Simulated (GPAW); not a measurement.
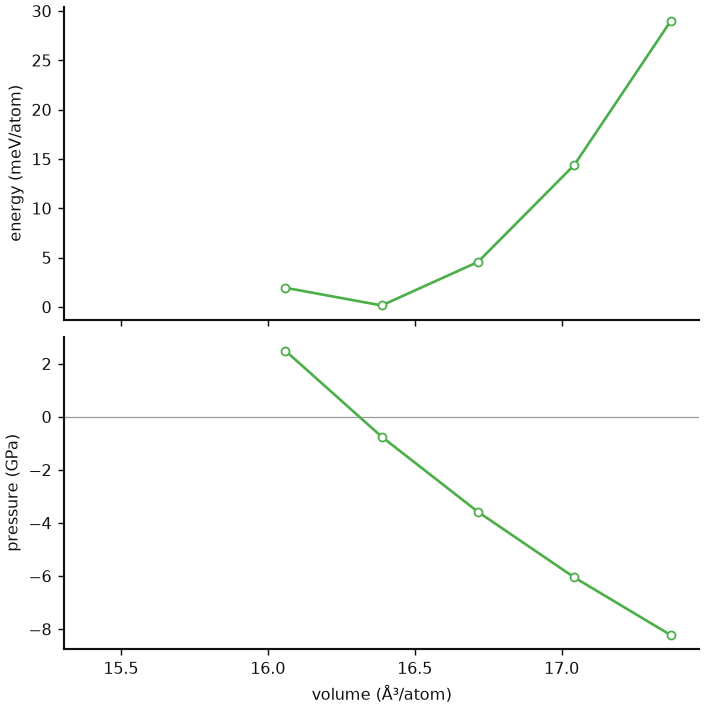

Plotted: energy and pressure against volume for AlAu₂, space group I4/mmm (No. 139).

Cell as given: a = 4.994 Å, b = 4.994 Å, c = 4.994 Å, α = 140.89°, β = 140.89°, γ = 56.50°; 3 atoms.

How it was computed, with GPAW 26.7.0: PAW DFT in plane waves, on a grid or in atomic orbitals, no spin polarisation; energies at scaled volumes of the given cell, shape and fractions fixed, counted from the fit's minimum, third-order Birch-Murnaghan fit. Level: PBEsol.

- k mesh: 11×11×11
- occupations: Fermi–Dirac
- smearing width: 0.05 eV
- potentials: PAW data sets made by gpaw setup for the functional
- wave cutoff: 600 eV
- program settings: basis pw

The points at volume 15.40 Å³/atom and 15.73 Å³/atom are left out of the plot. What values does the calculation give there?

```tsv
volume (Å³/atom)	energy (meV/atom)	pressure (GPa)
15.40	27.70	10.36
15.73	10.80	6.17
```

Note: spin-orbit coupling left out, heavy elements; shape and atomic fractions are frozen while scaling, which makes layered, chain and framework solids too stiff.
